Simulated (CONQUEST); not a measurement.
**PbF2: band-structure run**

System: PbF2 (Fm-3m, 6 atoms in the cell).
Method: Kohn-Sham DFT of a periodic cell, B86bPBE, PseudoDojo NC PBE, no spin polarisation (CONQUEST 1.3).

The structure derives from an entry of the Crystallography Open Database.

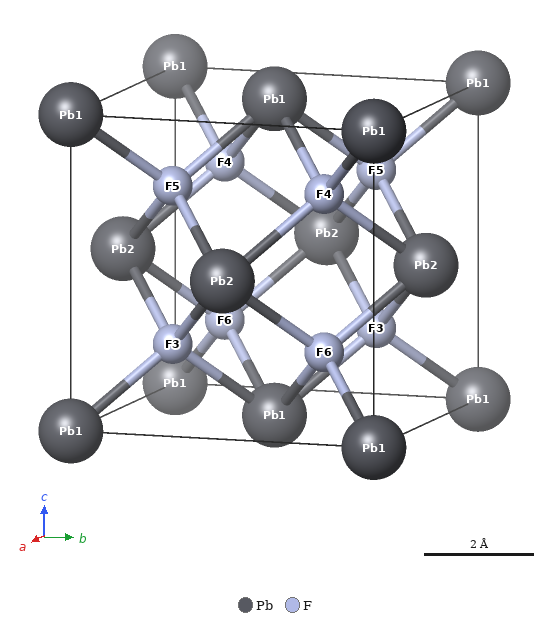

Fig. 1: The structure (ball-and-stick view of the cell 2 times as large as that of the calculation, set on its symmetry axes, seen slightly off an axis; atoms are numbered from 1 in the order of the input). Near neighbours in the crystal (not all of them lie inside the picture): Pb has 8 F at 2.57 Å; F has 4 Pb at 2.57 Å.

## Input file
```
IO.Title PbF2
IO.Coordinates coords.dat
IO.FractionalAtomicCoords T
IO.Iprint 2
IO.Iprint_init 1
General.NumberOfSpecies 2
General.PseudopotentialType hamann
General.DistanceUnits A
General.FunctionalType -105130
General.DifferentFunctional T
AtomMove.TypeOfRun static
AtomMove.FullStress T
Grid.GridCutoff 50
DM.SolutionMethod diagon
Diag.MPMesh F
Diag.kT 0.00183747
minE.SCTolerance 1e-6
SC.MaxIters 100
SC.WaveDependentMetric T
minE.SelfConsistent F
General.LoadRho T
Diag.KspaceLines T
Diag.NumKptLines 9
Diag.NumKpts 6
IO.writeDOS T
%block ChemicalSpeciesLabel
1 207.200 Pb
2 19.000 F
%endblock
%block Diag.KpointLines
0.000000 0.000000 0.000000
0.000000 0.500000 0.000000
0.000000 0.500000 0.000000
0.500000 0.500000 0.000000
0.500000 0.500000 0.000000
0.000000 0.000000 0.000000
0.000000 0.000000 0.000000
0.000000 0.000000 0.500000
0.000000 0.000000 0.500000
0.000000 0.500000 0.500000
0.000000 0.500000 0.500000
0.500000 0.500000 0.500000
0.500000 0.500000 0.500000
0.000000 0.000000 0.500000
0.000000 0.500000 0.000000
0.000000 0.500000 0.500000
0.500000 0.500000 0.000000
0.500000 0.500000 0.500000
%endblock
```

Run as:
```bash
Conquest (self-consistent run, then this one in the same folder)
```

## What the program printed
```
Simulation cell dimensions:     4.1912 A  x     4.1912 A  x     5.9273 A

      Atomic coordinates (A )
         Atom         X         Y         Z  Species
            1    0.0000    0.0000    0.0000        1
            2    3.9602    3.9602    5.6005        1
            3    0.0000    3.9602    2.8003        2
            4    3.9602    0.0000    8.4008        2
            5    0.0000    3.9602    8.4008        2
            6    3.9602    0.0000    2.8003        2
    Using
        This calculation includes non-local pseudopotentials,
         with a maximum core radius of      7.54117217

    Job title: PbF2
    Job to be run: static calculation

    Ground state search:
      Support functions represented with PAO basis
      1:1 PAO to SF mapping
      Non-spin-polarised electrons
      Solving for the K matrix using diagonalisation
      Using Fermi-Dirac smearing

    Integration grid size:     32 x   32 x   36

    Integration grid spacing:  0.131 A  x 0.131 A  x 0.165 A

    Number of species:  2
    --------------------------------------------------------
    |   #  mass (au)  Charge (e)  SF Rad (A )  NSF  Label  |
    --------------------------------------------------------
    |   1    207.200      14.000        4.281   18  Pb     |
    |   2     19.000       7.000        2.634   13  F      |
    --------------------------------------------------------

    LibXC version:  6. 2. 2
    Using the GGA functional Becke 86 with modified gradient correction
    Using the GGA functional Perdew, Burke & Ernzerhof

           radial cut-off to be used is taken to be max PAO cut-off radius for this species:    7.541172

           greatest ang. mom. for making density from PAOs:  2

           radial cut-off to be used is taken to be max PAO cut-off radius for this species:    4.420713

           greatest ang. mom. for making density from PAOs:  2
    Minimum blocs/proc is      576. Maximum blocs/proc is      576
    set_atom_dens: In set_atomic_density, electrons :      56.000000000000
 matrix_size & matrix_size_padH =           88          88

    Screened ion int: energy:    -189.932771458495 Ha

          Harris-Foulkes Energy            :      -239.742565262738452 Ha
          (TS=0 as O(N) or entropic contribution is negligible)
          DFT Total Energy                 :      -239.674228325839550 Ha
          Total number of electrons        :        56.000094689446492
      | Number of electrons      =        56.000095
      |* band energy as 2Tr[K.H] =       -33.603905242120902 Ha
      |  screened ion-ion energy =      -189.932771458495353 Ha
      |  Ha correction           =        -1.462844522631968 Ha
      |  XC correction           =       -14.743044039490233 Ha
      |* Harris-Foulkes energy   =      -239.742565262738452 Ha
      |* DFT total energy        =      -239.674228325839550 Ha
      |  estimated accuracy      =        -0.068336936898902 Ha
    get_E_and_F: Change in energy during last step of electronic optimisation:  0.00000E+00

    BIBLIOGRAPHY: Please consider citing the following references in the conquest.bib file

    CONQUEST:         Bowler2002pt, Miyazaki2004, Nakata2020
    Basis:            Bowler2019
    DM:               Bowler:2006xr
    Pseudopotentials: Hamann2013, Bowler2019
    XC references from LibXC:
      A. D. Becke.,  J. Chem. Phys. 84, 4524 (1986)
      J. P. Perdew, K. Burke, and M. Ernzerhof.,  Phys. Rev. Lett. 77, 3865 (1996)

    Warnings written to file Conquest_warnings; please check
```

## File coords.dat
```
    4.1912481660     0.0000000000     0.0000000000
    0.0000000000     4.1912481660     0.0000000000
    0.0000000000     0.0000000000     5.9273200000
6
  0.0000000000   0.0000000000   0.0000000000 1 T T T
  0.5000000000   0.5000000000   0.5000000000 1 T T T
  0.0000000000   0.5000000000   0.2500000000 2 T T T
  0.5000000000   0.0000000000   0.7500000000 2 T T T
  0.0000000000   0.5000000000   0.7500000000 2 T T T
  0.5000000000   0.0000000000   0.2500000000 2 T T T
```

## Results in brief

```csv
quantity,value
outcome,converged
space group (tolerance 0.01 Å),Fm-3m (225)
electrons treated,56
Fermi energy of the self-consistent step,−3.496 eV
gap on the band path,4.42 eV
hardware,"1 thread of AMD EPYC (Zen 5), 16 GiB of memory available, shared host"
wall time,4.7 s
peak memory,0.21 GiB
```

## Notes

Settings chosen away from the usual ones: SC.WaveDependentMetric set to T. The settings depart from the standard set-up of this series, which can bear on the numbers. Further notes kept with the run: read_and_write: Functional in input file differs to pseudopotential but proceeding: -105130 101. Points of doubt noted for this run: output prints bohr positions as angstrom; potential of other functional. Spin–orbit coupling is left out, which matters for Pb.
